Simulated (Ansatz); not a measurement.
**Zn15Se17 (cell with a defect): density, localisation and related maps**

Input

```
crystal:
  lattice:
    - [5.7317611761, 5.7317611761, -5.7317611761]
    - [-5.7317611761, 5.7317611761, 5.7317611761]
    - [5.7317611761, -5.7317611761, 5.7317611761]
  atoms:
    - { symbol: Se, position: [0.49896271, 0.4968549693, 0.0074017135] }
    - { symbol: Zn, position: [0.25, 0.5, 0.25] }
    - { symbol: Zn, position: [0.0, 0.5, 0.5] }
    - { symbol: Zn, position: [0.5, 0.75, 0.75] }
    - { symbol: Zn, position: [0.75, 0.5, 0.75] }
    - { symbol: Zn, position: [0.25, 0.75, 0.0] }
    - { symbol: Zn, position: [0.0, 0.75, 0.25] }
    - { symbol: Zn, position: [0.5, 0.0, 0.5] }
    - { symbol: Zn, position: [0.75, 0.75, 0.5] }
    - { symbol: Zn, position: [0.25, 0.0, 0.75] }
    - { symbol: Zn, position: [0.0, 0.0, 0.0] }
    - { symbol: Zn, position: [0.5, 0.25, 0.25] }
    - { symbol: Zn, position: [0.75, 0.0, 0.25] }
    - { symbol: Zn, position: [0.25, 0.25, 0.5] }
    - { symbol: Zn, position: [0.0, 0.25, 0.75] }
    - { symbol: Zn, position: [0.75, 0.25, 0.0] }
    - { symbol: Se, position: [0.5030591599, 0.7501292308, 1.0039592151] }
    - { symbol: Se, position: [0.25, 0.75, 0.25] }
    - { symbol: Se, position: [0.0, 0.75, 0.5] }
    - { symbol: Se, position: [0.5, 1.0, 0.75] }
    - { symbol: Se, position: [0.75, 0.75, 0.75] }
    - { symbol: Se, position: [0.25, 1.0, 1.0] }
    - { symbol: Se, position: [0.0, 0.0, 0.25] }
    - { symbol: Se, position: [0.5, 0.25, 0.5] }
    - { symbol: Se, position: [0.75, 0.0, 0.5] }
    - { symbol: Se, position: [0.2363238978, 0.24567407, 0.7473317095] }
    - { symbol: Se, position: [0.0, 0.25, 0.0] }
    - { symbol: Se, position: [0.4976448425, 0.4996449219, 0.2455827774] }
    - { symbol: Se, position: [0.75, 0.25, 0.25] }
    - { symbol: Se, position: [0.25, 0.5, 0.5] }
    - { symbol: Se, position: [0.0, 0.5, 0.75] }
    - { symbol: Se, position: [0.7535800664, 0.5131795074, 0.0028212223] }
  host:
    lattice:
      - [0.0, 2.865880588, 2.865880588]
      - [2.865880588, 0.0, 2.865880588]
      - [2.865880588, 2.865880588, 0.0]
    atoms:
      - { symbol: Zn, position: [0.0, 0.0, 0.0] }
      - { symbol: Se, position: [0.75, 0.75, 0.75] }
basis:
  ecutwfc: 420
  xc_grid: 2
kpoints:
  mp_grid: { grid: [2, 2, 2], shift: [0.5, 0.5, 0.5] }
hamiltonian:
  xc: pbe
scf:
  occupations: { method: gaussian, width: 0.01 }
output:
  forces: true
  stress: false
  eigenvalues: true
  charged_corrections:
    defect_position: [0.5, 0.5, 0.0]
    epsilon: [[10.789, 0.0, 0.0], [0.0, 10.789, 0.0], [0.0, 0.0, 10.789]]
  write_density: true
  write_potential: true
  elf: true
  volumetric_format: npy
relax:
  adjacent_minimum: "off"
  f_tol: 0.025
  max_steps: 45
```

Run with:

```sh
ansatz run input.yaml --threads 4 --pin off --max-ram 10240MiB --backend cpu --events-out ev --progress --plain --runs-dir out
```

The fields are those of the run's last geometry, not of the input's.

Level of theory: DFT PBE, scalar-relativistic, plane waves, PAW (Ansatz 0.2.0).

The density is the valence pseudo-density of a PAW calculation; it isn't the true density close to the nuclei.

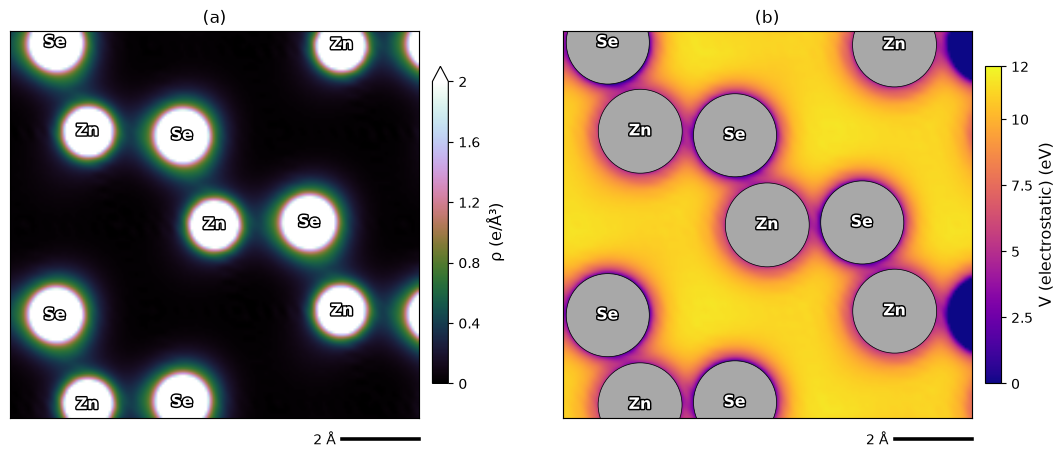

Figure 1. (a) valence pseudo-density; (b) electrostatic potential (local pseudopotential plus Hartree) felt by an electron on the (001) plane of the calculation cell. Grey discs cover the atomic cores in the potential map.

Q: Describe what can be read from this map.

A:
- The plane passes through Zn and Se nuclei.
- Zn–Se (2.48 Å): ρ is about 0.44 e/Å³ halfway.
- The density dies away to nearly zero in the voids.
- Outside the cores the potential energy rises away from the atoms and is highest about 2.3 Å from the nearest atoms; its zero is arbitrary.

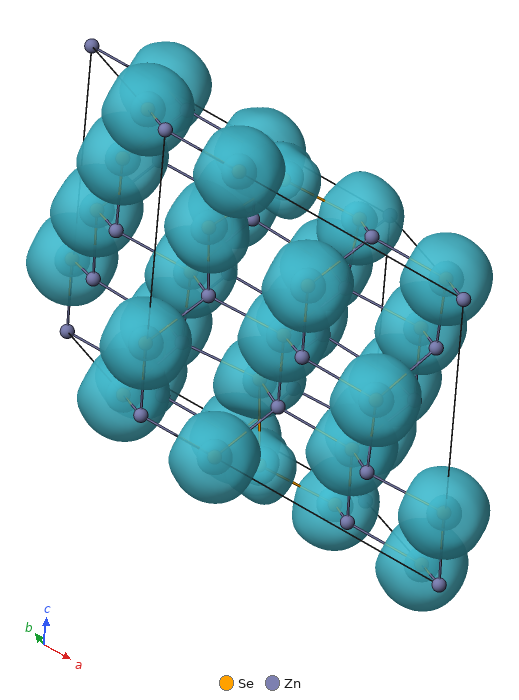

Figure 2. Isosurface of the ELF at 0.6 (cyan), seen slightly off an axis. Core shells and regions of very low density are left out. Sticks mark near contacts.

Q: Identify the bonds, lone pairs and shells in this picture.

A: The surface consists of 17 regions wrapped around Se (the valence shell of each), counted in one cell of 32 atoms. Any copies at cell faces, edges or corners count once.


Zn–Se (2.40 Å): the ELF is about 0.60 at the midpoint. Se–Se (2.58 Å): the ELF is about 0.55 at the midpoint.

Q: Metal or insulator at this level of theory?

A: It is gapped, with a Kohn–Sham gap of 1.4 eV on the k-point mesh, an upper bound to the gap of this method.
